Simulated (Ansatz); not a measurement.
Pt (1 atom in the cell), run with Ansatz.

```
crystal:
  lattice:
    - [-3.04688162, 3.04688162, 3.04688162]
    - [3.04688162, -3.04688162, 3.04688162]
    - [3.04688162, 3.04688162, -3.04688162]
  atoms:
    - { symbol: Pt, position: [0.0, 0.0, 0.0] }
kpoints:
  mp_grid: { grid: [15, 15, 15] }
scf:
  occupations: { method: fermi_dirac, width: 0.05 }
  max_iter: 50
hamiltonian:
  xc: pbe
  pseudopotentials: { kind: all_electron, lapw: { basis_error: 0.0005 } }
output:
  forces: true
  stress: true
  eigenvalues: true
```

Command:
```bash
ansatz run input.yaml --threads 1 --pin off --max-ram 2048MiB --backend cpu --events-out ev --progress --plain --runs-dir out
```

Q: Will this run converge, and how?

A: It converged, after 7 iterations. The residual falls at every step. The input holds a fault (a lattice typed in bohr). The SCF closed all the same, which doesn't make the results meaningful for the real system.

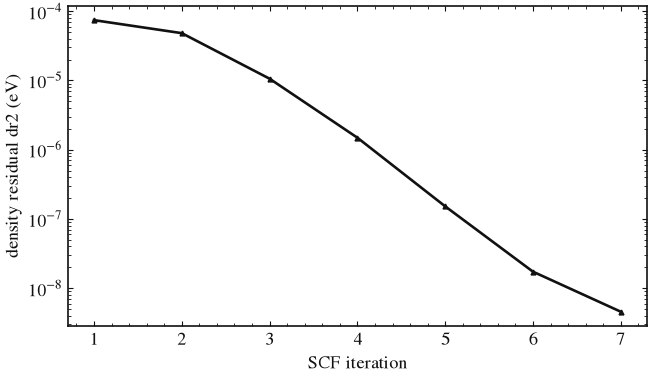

SCF iterations of a calculation: density residual dr2.
